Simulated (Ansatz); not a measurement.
## Electronic structure of Zr₄Si₄HO₁₆ (cell with a defect) in real space

```xyz
25
Lattice="6.5592 0.0000 0.0000 0.0000 6.5592 0.0000 0.0000 0.0000 5.9553" Properties=species:S:1:pos:R:3 pbc="T T T"
Zr    6.4899    3.3214    1.4944
Zr    0.0298    0.0288    0.0016
Si    0.0115    0.0109    2.9796
Si    3.3362    6.4804    1.4827
O     3.2196    2.0077    4.8805
O     4.5184    6.4834    0.3791
O     6.5505    1.2468    1.9218
O     2.0824    6.5461    0.4543
O     3.5267    1.1277    2.5470
O     1.2478    6.5535    4.0366
O     3.2819    5.2764    2.5595
O     2.0065    3.2235    1.0753
Zr    3.3218    6.4909    4.4640
Zr    3.2018    3.2027    2.9786
Si    3.2225    3.2235    0.0007
Si    6.4807    3.3345    4.4758
O     6.5332    5.3787    1.8905
O     1.1286    3.5189    3.4120
O     3.2307    4.4505    4.9010
O     5.2761    3.2827    3.3989
O     6.4855    4.5178    5.5786
O     4.4494    3.2315    1.0559
O     6.5427    2.0817    5.5057
O     5.3797    6.5309    4.0690
H     1.7667    1.7590    2.9547
```

PAW files of the earlier set (soft_1); spin-polarised.

Computed with Ansatz, DFT PBE-D3(BJ), scalar-relativistic, plane waves, PAW.

Core electrons are frozen (PAW), and the valence fields are smoothed inside the atomic spheres.

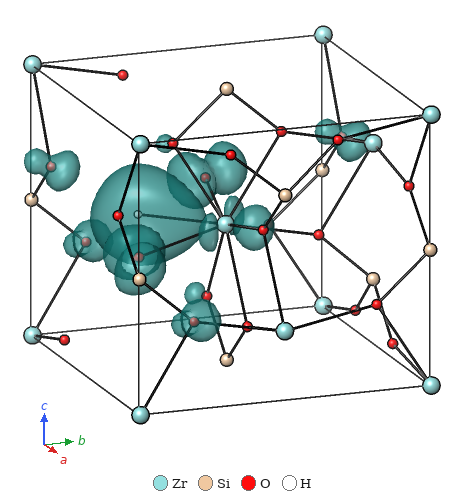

Figure 1. Isosurfaces of the magnetisation density (up minus down) at +0.02 (teal) and −0.02 e/Å³ (pink), seen slightly off an axis. Sticks mark near contacts.

> Which atoms carry the moments, and with what signs?

The spin density sits on H: +0.5 μB in one cell of 25 atoms, with smaller moments on other sites: O (up to +0.10 μB): with much of the spin spread outside that site. The cell of the calculation (25 atoms) carries 1.0 μB of net spin moment. Only one sign reaches the isovalue.

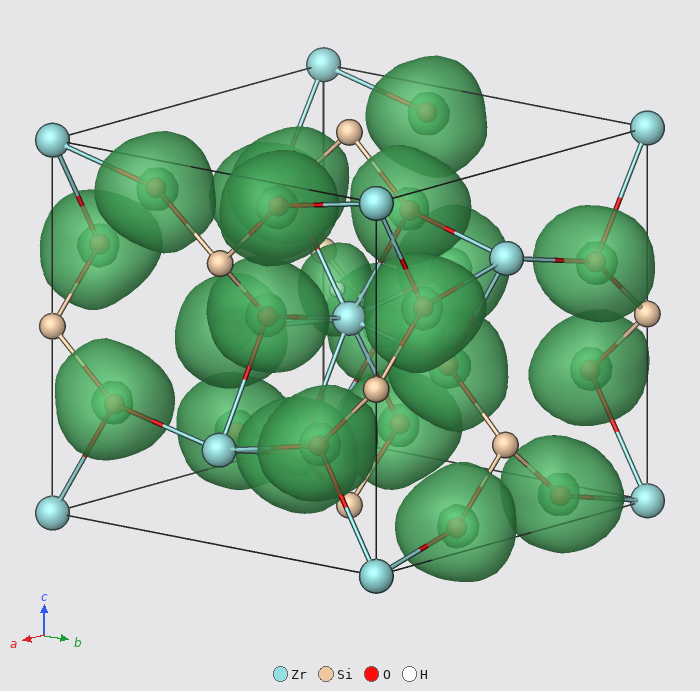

Figure 2. Isosurface of the ELF at 0.65 (green), seen at an oblique angle. Only the valence region is drawn (cores and ρ < 0.01 e/Å³ removed). Sticks mark near contacts.

> Where are the electrons localised?

The ELF exceeds this value in one region around a hydrogen nucleus and 16 regions on O in which the atom's valence shell and bonds are merged, counted in one cell of 25 atoms. Regions shared between cells count once.


Si–O (1.61 Å): the ELF peaks at about 0.85 between the atoms, as expected for a polar covalent bond. Zr–H (2.04 Å): the ELF climbs to about 1 towards the hydrogen.

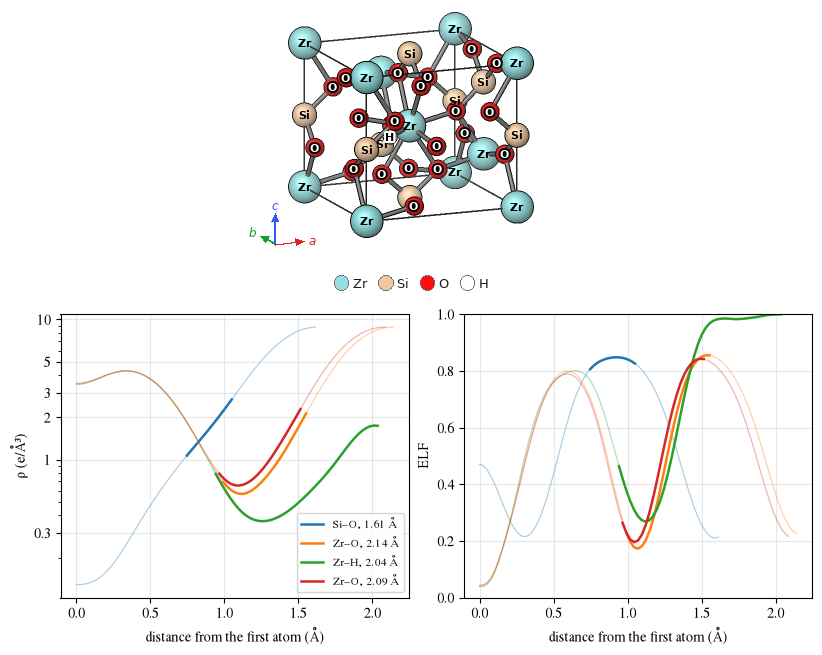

Figure 3. Valence charge density (pseudo) and electron localisation function along straight lines between neighbouring atoms. Thin, pale parts lie inside the atomic spheres. The structure is drawn too.

> Compare the contacts.

Si–O (1.61 Å): the density is about 1.3 e/Å³ at the midpoint; the ELF peaks at about 0.85 between the atoms: a short, strongly polar bond.
Zr–O (2.14 Å): ρ is about 0.58 e/Å³ halfway; the ELF peaks at about 0.85 in the valence shell of O, 0.6 Å from its nucleus, and drops to about 0.15 between the two atoms; no shared electron pair shows on this line.
Zr–H (2.04 Å): ρ at the midpoint is about 0.58 e/Å³; the ELF climbs to about 1 towards the hydrogen.
Zr–O (2.09 Å): ρ is about 0.67 e/Å³ halfway; the ELF peaks at about 0.85 in the valence shell of O, 0.6 Å from its nucleus, and drops to about 0.20 between the two atoms (no shared electron pair shows on this line).

> Does the calculation give a band gap?

It is gapped, with a Kohn–Sham gap of 1.5 eV on the k-point mesh, an upper bound to the gap of this method.
